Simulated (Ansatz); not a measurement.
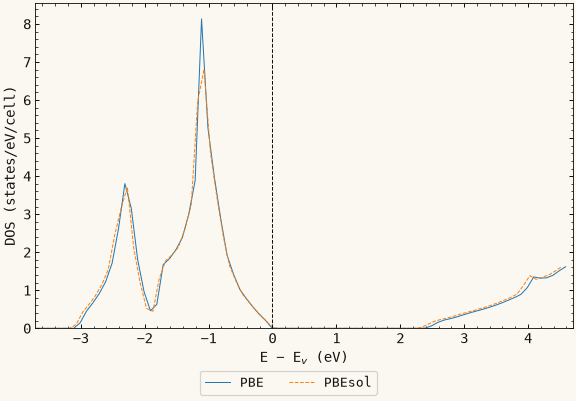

Total densities of states of CaS, space group Fm-3m (No. 225), 2 atoms in the cell, by two methods on the same cell. Each is counted from its own valence-band top.

### What changes from one method to the other?

PBE gives a gap of 2.38 eV and PBEsol gives a gap of 2.26 eV.

Settings. PBE: DFT PBE, scalar-relativistic, plane waves, PAW, no spin polarisation, 8×8×8 k mesh, 420 eV cutoff (Ansatz). PBEsol: DFT PBEsol, scalar-relativistic, plane waves, PAW, no spin polarisation, 8×8×8 k mesh, 420 eV cutoff, Gaussian smearing of 0.02 eV (Ansatz).
